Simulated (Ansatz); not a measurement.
# Au(111) with 4 layers of random Au-Ru, 2x2: scattering by chemical disorder, part 2 of 2

How strongly does chemical disorder scatter in Au(111) with 4 layers of random Au-Ru, 2x2?

Ansatz 0.2.0; Ansatz plane-wave DFT, PBE, PAW files; ballistic transport by layer matching (Landauer), zero bias.

So far. Step 3 (With 8 alloy layers): Over the solved energies the transmission per spin lies between 1.30 and 1.41, out of 3.21 channels of the lead on average (up to 3.21).

**4. With 12 alloy layers**

System of this step: Au(111) with 12 layers of random Au-Ru, 2x2. The cell holds 72 atoms: 36 Au and 36 Ru. Its edges and angles: a = 5.768 Å, b = 5.768 Å, c = 42.382 Å, α = 90.0°, β = 90.0°, γ = 120.0°. It derives from Au. Regions: lead, 24 atoms (24 Au); scattering region, 48 atoms (36 Ru and 12 Au). The structure is stacked along c, and the current runs across the ab planes.

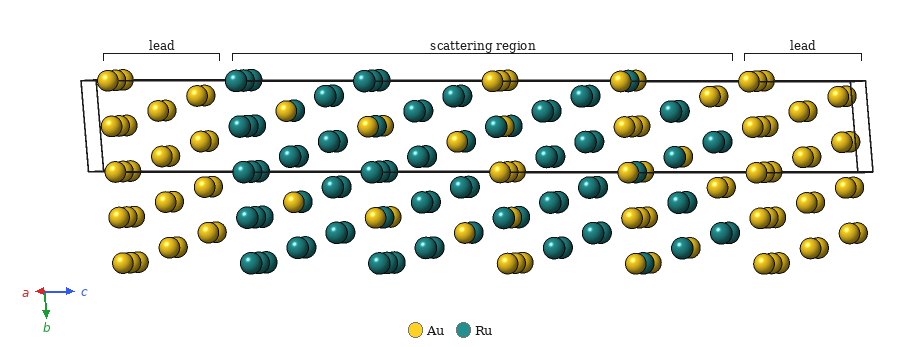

The cell of this step (gold yellow, ruthenium teal). 1×2×1 cells are drawn. Some periodic images of atoms are drawn too.

The input, input.yaml:

```yaml
crystal:
  lattice:
    - [5.7675164607, 0.0, 0.0]
    - [-2.8837582304, 4.9948157718, 0.0]
    - [0.0, 0.0, 42.3824172358]
  atoms:
    - { symbol: Au, position: [0.0, 0.0, 0.0277777778] }
    - { symbol: Au, position: [0.0, 0.5, 0.0277777778] }
    - { symbol: Au, position: [0.5, 0.0, 0.0277777778] }
    - { symbol: Au, position: [0.5, 0.5, 0.0277777778] }
    - { symbol: Au, position: [0.1666666667, 0.3333333333, 0.0833333333] }
    - { symbol: Au, position: [0.1666666667, 0.8333333333, 0.0833333333] }
    - { symbol: Au, position: [0.6666666667, 0.3333333333, 0.0833333333] }
    - { symbol: Au, position: [0.6666666667, 0.8333333333, 0.0833333333] }
    - { symbol: Au, position: [0.3333333333, 0.1666666667, 0.1388888889] }
    - { symbol: Au, position: [0.3333333333, 0.6666666667, 0.1388888889] }
    - { symbol: Au, position: [0.8333333333, 0.1666666667, 0.1388888889] }
    - { symbol: Au, position: [0.8333333333, 0.6666666667, 0.1388888889] }
    - { symbol: Ru, position: [0.0, 0.0, 0.1944444444] }
    - { symbol: Ru, position: [0.0, 0.5, 0.1944444444] }
    - { symbol: Ru, position: [0.5, 0.0, 0.1944444444] }
    - { symbol: Ru, position: [0.5, 0.5, 0.1944444444] }
    - { symbol: Ru, position: [0.1666666667, 0.3333333333, 0.25] }
    - { symbol: Ru, position: [0.1666666667, 0.8333333333, 0.25] }
    - { symbol: Au, position: [0.6666666667, 0.3333333333, 0.25] }
    - { symbol: Ru, position: [0.6666666667, 0.8333333333, 0.25] }
    - { symbol: Ru, position: [0.3333333333, 0.1666666667, 0.3055555556] }
    - { symbol: Ru, position: [0.3333333333, 0.6666666667, 0.3055555556] }
    - { symbol: Ru, position: [0.8333333333, 0.1666666667, 0.3055555556] }
    - { symbol: Ru, position: [0.8333333333, 0.6666666667, 0.3055555556] }
    - { symbol: Ru, position: [0.0, 0.0, 0.3611111111] }
    - { symbol: Au, position: [0.0, 0.5, 0.3611111111] }
    - { symbol: Ru, position: [0.5, 0.0, 0.3611111111] }
    - { symbol: Ru, position: [0.5, 0.5, 0.3611111111] }
    - { symbol: Ru, position: [0.1666666667, 0.3333333333, 0.4166666667] }
    - { symbol: Ru, position: [0.1666666667, 0.8333333333, 0.4166666667] }
    - { symbol: Ru, position: [0.6666666667, 0.3333333333, 0.4166666667] }
    - { symbol: Ru, position: [0.6666666667, 0.8333333333, 0.4166666667] }
    - { symbol: Ru, position: [0.3333333333, 0.1666666667, 0.4722222222] }
    - { symbol: Ru, position: [0.3333333333, 0.6666666667, 0.4722222222] }
    - { symbol: Ru, position: [0.8333333333, 0.1666666667, 0.4722222222] }
    - { symbol: Au, position: [0.8333333333, 0.6666666667, 0.4722222222] }
    - { symbol: Au, position: [0.0, 0.0, 0.5277777778] }
    - { symbol: Ru, position: [0.0, 0.5, 0.5277777778] }
    - { symbol: Au, position: [0.5, 0.0, 0.5277777778] }
    - { symbol: Au, position: [0.5, 0.5, 0.5277777778] }
    - { symbol: Ru, position: [0.1666666667, 0.3333333333, 0.5833333333] }
    - { symbol: Ru, position: [0.1666666667, 0.8333333333, 0.5833333333] }
    - { symbol: Ru, position: [0.6666666667, 0.3333333333, 0.5833333333] }
    - { symbol: Ru, position: [0.6666666667, 0.8333333333, 0.5833333333] }
    - { symbol: Ru, position: [0.3333333333, 0.1666666667, 0.6388888889] }
    - { symbol: Ru, position: [0.3333333333, 0.6666666667, 0.6388888889] }
    - { symbol: Ru, position: [0.8333333333, 0.1666666667, 0.6388888889] }
    - { symbol: Ru, position: [0.8333333333, 0.6666666667, 0.6388888889] }
    - { symbol: Au, position: [0.0, 0.0, 0.6944444444] }
    - { symbol: Au, position: [0.0, 0.5, 0.6944444444] }
    - { symbol: Ru, position: [0.5, 0.0, 0.6944444444] }
    - { symbol: Au, position: [0.5, 0.5, 0.6944444444] }
    - { symbol: Ru, position: [0.1666666667, 0.3333333333, 0.75] }
    - { symbol: Au, position: [0.1666666667, 0.8333333333, 0.75] }
    - { symbol: Ru, position: [0.6666666667, 0.3333333333, 0.75] }
    - { symbol: Ru, position: [0.6666666667, 0.8333333333, 0.75] }
    - { symbol: Au, position: [0.3333333333, 0.1666666667, 0.8055555556] }
    - { symbol: Ru, position: [0.3333333333, 0.6666666667, 0.8055555556] }
    - { symbol: Au, position: [0.8333333333, 0.1666666667, 0.8055555556] }
    - { symbol: Ru, position: [0.8333333333, 0.6666666667, 0.8055555556] }
    - { symbol: Au, position: [0.0, 0.0, 0.8611111111] }
    - { symbol: Au, position: [0.0, 0.5, 0.8611111111] }
    - { symbol: Au, position: [0.5, 0.0, 0.8611111111] }
    - { symbol: Au, position: [0.5, 0.5, 0.8611111111] }
    - { symbol: Au, position: [0.1666666667, 0.3333333333, 0.9166666667] }
    - { symbol: Au, position: [0.1666666667, 0.8333333333, 0.9166666667] }
    - { symbol: Au, position: [0.6666666667, 0.3333333333, 0.9166666667] }
    - { symbol: Au, position: [0.6666666667, 0.8333333333, 0.9166666667] }
    - { symbol: Au, position: [0.3333333333, 0.1666666667, 0.9722222222] }
    - { symbol: Au, position: [0.3333333333, 0.6666666667, 0.9722222222] }
    - { symbol: Au, position: [0.8333333333, 0.1666666667, 0.9722222222] }
    - { symbol: Au, position: [0.8333333333, 0.6666666667, 0.9722222222] }
kpoints:
  mp_grid: { grid: [5, 5, 1] }
hamiltonian:
  xc: pbe
scf:
  occupations: { method: fermi_dirac, width: 0.1 }
output:
  transmission:
    leads: [[0, 4]]
    kmesh: [10, 10]
    e_range: [-0.05, 0.05]
    de: 0.05
  write_potential: true
  write_density: true
  volumetric_format: npy
```

The run is started by

```
> ansatz run input.yaml --threads 4 --pin off --max-ram 15360MiB --backend cpu --events-out ev --progress --plain --runs-dir out
```

Numbers of over 12 decimals in the logs are rounded to 6 here.

Log:

```text
[...]
Crystal: 72 atoms, lattice volume = 1220.939 Å³
Basis set: ecut = 420 eV, 23937 PW (Γ)
Bands: 756, of which v1, the nominal top of the filled ones, is band 630 counted from 1 (629 counted from 0)
Symmetry: 1 space group operations
[...]
k-points: 13 of 25 (time reversal used)
[...]
SCF iter   1: F=—  HF=-684981.732046 eV  |F-HF|=—  |Δ(HF+E_count)|=         —  Δρ=1.13e-2  dr2=1.27e2  ethr=1.77e-3  ⟨swp⟩=4.0  Hψ=27836  notcnv=0  defer=312
[...]
SCF iter  10: F=-684981.327455 eV  HF=-684981.327455 eV  |F-HF|=7.57e-8  |Δ(HF+E_count)|=   2.24e-8  Δρ=8.35e-7  dr2=7.92e-8  ethr=7.94e-12  ⟨swp⟩=7.2  Hψ=25139  notcnv=0
SCF 1 converged in 10 iterations: F = -684981.327455 eV  dr2 = 7.92e-8
[...]
transmission: 398 of 3952 steps passed
transmission: 794 of 3952 steps passed
[...]
transmission: 3952 of 3952 steps passed
SCF converged after 10 iterations
Free energy (F): -684981.327455 eV
[...]
Internal energy: -684978.503100 eV  (E = F + TS)
E sigma→0 (E₀):  -684979.915277 eV
Entropy (-TS):   -2.824355 eV (-39.227 meV/atom)
Fermi energy:    19.232494 eV
[...]
--- Band table (eV; the first three rows and the last of 13) ---
  k-point 0: bands = [... 626 lower, 19.6149, 19.6264, 19.6284, 19.6631, 19.6848, 19.7243, 19.7439, 19.7711, ... 122 higher]
  k-point 1: bands = [... 626 lower, 19.4122, 19.4250, 19.4388, 19.4541, 19.4834, 19.4965, 19.5118, 19.5377, ... 122 higher]
  k-point 2: bands = [... 626 lower, 19.0377, 19.0535, 19.0655, 19.0884, 19.1022, 19.1222, 19.1305, 19.1512, ... 122 higher]
  k-point 12: bands = [... 626 lower, 19.1127, 19.1432, 19.1790, 19.1894, 19.2168, 19.2289, 19.2538, 19.2810, ... 122 higher]
--- Transmission ---
  basis      : 253 plane waves across, 76 finite elements along
  points     : 52, standing for a mesh of 10 x 10
[...]
channels       : 3.210000e0 a spin
[...]
junction   : crystal 0 to crystal 0, 0.70 to 40.73 Å
    transmission   : 1.114115e0 a spin
[...]
```

The job ended after 21 min (4 threads of Arm Neoverse V2, shared host; peak memory 9.2 GiB; 80 min of CPU time).

This step gave:

* free energy: -684981.3275 eV
* energy at zero smearing: -684979.9153 eV
* Fermi energy: 19.23 eV
* transmission per spin nearest the Fermi level: 1.114
* step of the lead's potential: 10.4 meV

Per spin. Transmission, zone mean against energy, zero at the Fermi level:

| energy (eV) | transmission, zone mean |
| --- | --- |
| -0.0500 | 1.16 |
| 0.0000 | 1.11 |
| 0.0500 | 1.20 |

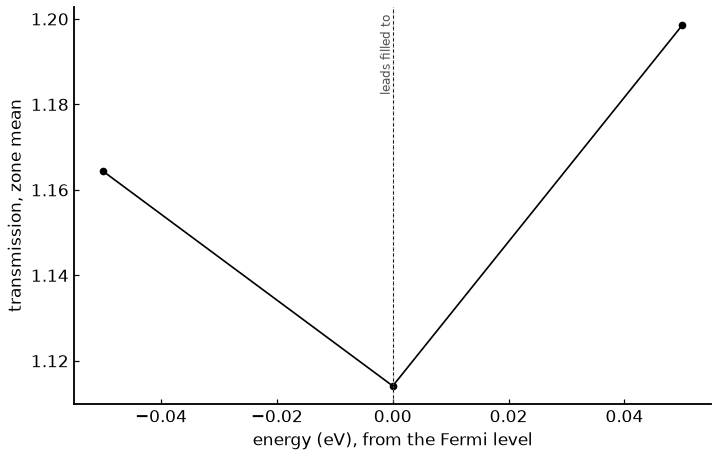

Transmission, zone mean against energy.

Over the solved energies the transmission per spin lies between 1.11 and 1.20, out of 3.21 channels of the lead on average (up to 3.21).

**5. The fit**

This step: Ansatz plane-wave DFT, PBE, PAW files; ballistic transport by layer matching (Landauer), zero bias; residual resistivity from the slope of the area resistance, atoms on the host's lattice (Ansatz 0.2.0).

This step gave:

| Property | Result |
| --- | --- |
| resistivity | 47.21 µΩ cm |
| intercept | 0.7063 fΩ m² |
| scatter about the fit | 0.01328 fΩ m² |

Resistance, by row:

| run | length (Å) | T | channels N | RA (fΩ m²) |
| --- | --- | --- | --- | --- |
| n4 | 9.418 | 1.604 | 3.21 | 1.16 |
| n8 | 18.84 | 1.359 | 3.21 | 1.577 |
| n12 | 28.25 | 1.159 | 3.21 | 2.05 |

Area resistance against length of the alloy:

| length of the alloy (Å) | area resistance (fΩ m²) |
| --- | --- |
| 9.42 | 1.16 |
| 18.84 | 1.58 |
| 28.25 | 2.05 |

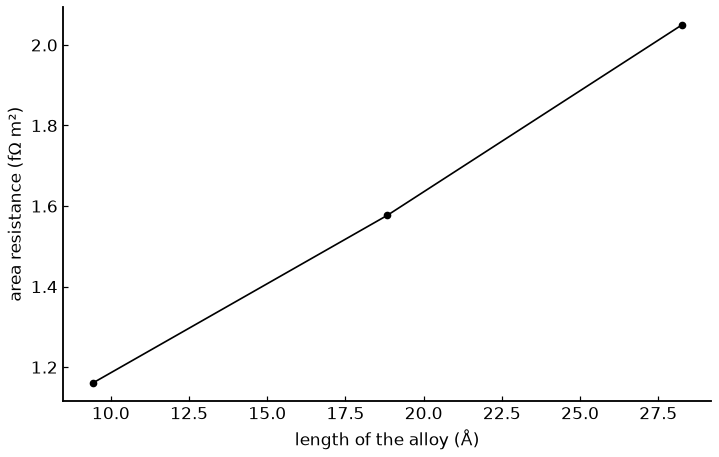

Area resistance against length of the alloy.

The area resistance goes from 1.2 to 2.0 fΩ m² between 9.4 and 28.3 Å, a slope of 47 µΩ cm.

By hand from the end points: (2.050 − 1.160) fΩ m² / (28.25 − 9.42) Å = 47 µΩ cm, since 1 fΩ m² per Å is 1000 µΩ cm.

**6. Summary of results**

| Property | Result |
| --- | --- |
| resistivity from the slope | 47.2 µΩ cm |
| area resistance over 9.42 Å | 1.16 fΩ m² |
| area resistance over 18.8 Å | 1.58 fΩ m² |
| area resistance over 28.3 Å | 2.05 fΩ m² |

What this shows: The slope gives 47 µΩ cm. The points scatter by 0.013 fΩ m² about the line, with one random draw a length in a 2x2 cell, so the slope is a rough value. Read with a model of isotropic scattering on a spherical Fermi surface and the lead's 0.86×10¹⁵ S/m², this slope means a mean free path near 19 Å (a rough figure, since the alloy's own channel count differs); over these lengths the model's slope is within 3 % of its bulk resistivity. The atoms sit on the host's lattice, so scattering by size misfit is left out. With 75 % of Ru, whose own structure is another, this is a hypothetical phase. Spin-orbit coupling is left out, which matters for Au.

[Logs are printed without paths, hosts, clocks, repeated set-up lines and the standing remarks that a program may print on its own settings, such as how far it seeks lower states.]

[Hosts, paths, dates, database ids (printed as entryN), source tags and the programs' standing remarks are cut or masked in the printed files.]
